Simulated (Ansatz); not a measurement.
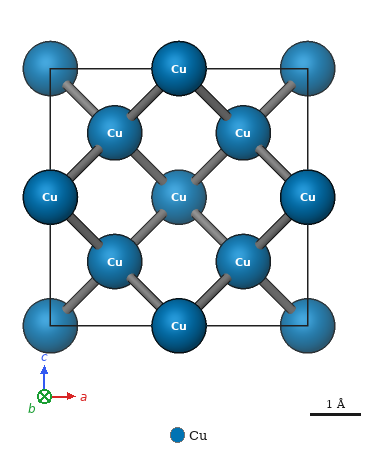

This is the input geometry for a relaxation of crystalline Cu (a generated structure, set up in Fm-3m) (coarse preliminary run). Style: ball-and-stick. Shown: the conventional cell (4 times the calculation's cell), along the b axis. Lengths and directions refer to the drawn axes.

Level of theory: DFT PBE, scalar-relativistic, plane waves, PAW (Ansatz 0.2.0).

Input
```yaml
crystal:
  lattice:
    - [0.0, 2.60166032, 2.60166032]
    - [2.60166032, 0.0, 2.60166032]
    - [2.60166032, 2.60166032, 0.0]
  atoms:
    - { symbol: Cu, position: [0.25, 0.25, 0.25] }
    - { symbol: Cu, position: [0.75, 0.75, 0.75] }
    - { symbol: Cu, position: [0.5, 0.5, 0.5] }
basis:
  ecutwfc: 420
kpoints:
  mp_grid: { grid: [6, 6, 6] }
hamiltonian:
  xc: pbe
scf:
  occupations: { method: gaussian, width: 0.1 }
  lower_state_search: "off"
output:
  forces: true
  stress: true
  eigenvalues: true
relax:
  adjacent_minimum: "off"
  f_tol: 0.04
  max_steps: 70
  cell: { stress_tol: 0.4 }
```

Command:
```bash
ansatz run input.yaml --threads 1 --pin off --max-ram 2048MiB --backend cpu --events-out ev --progress --plain --runs-dir out
```

### What does the optimiser find from here?

The atoms keep their places relative to the cell (all moves are under 0.005 Å). The volume changes by +22.4 %, with a = b = c 5.203 → 5.565 Å (+7.0 %). Among the contacts that change: Cu1–Cu2 2.602 → 2.783 Å, Cu1–Cu3 2.253 → 2.410 Å. The space group stays Fm-3m (No. 225). After 5 accepted moves (7 points after the start) the energy has fallen by 223 meV per atom. All forces vanish by symmetry, so only the cell relaxes. The pressure goes from 33.10 to 0.06 GPa. The SCF was repeated twice at an unchanged geometry on a basis and grid sized afresh for the cell, which shifted the energy by 3.4 meV per atom at most. The run took 11 s on 1 thread of Arm Neoverse V2, on a shared host, peak memory 0.3 GiB.

The structure at the end:

```
CELL_PARAMETERS angstrom
0.00000 2.78275 2.78275
2.78275 0.00000 2.78275
2.78275 2.78275 0.00000
ATOMIC_POSITIONS crystal
Cu 0.25000 0.25000 0.25000
Cu 0.75000 0.75000 0.75000
Cu 0.50000 0.50000 0.50000
```

The end point in the same view:

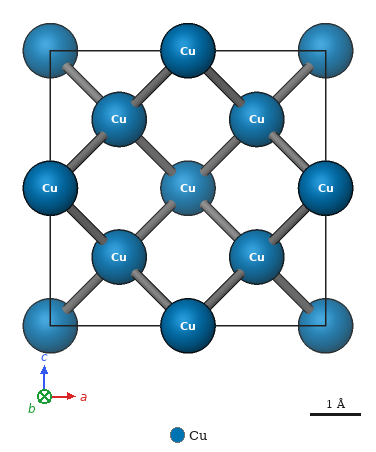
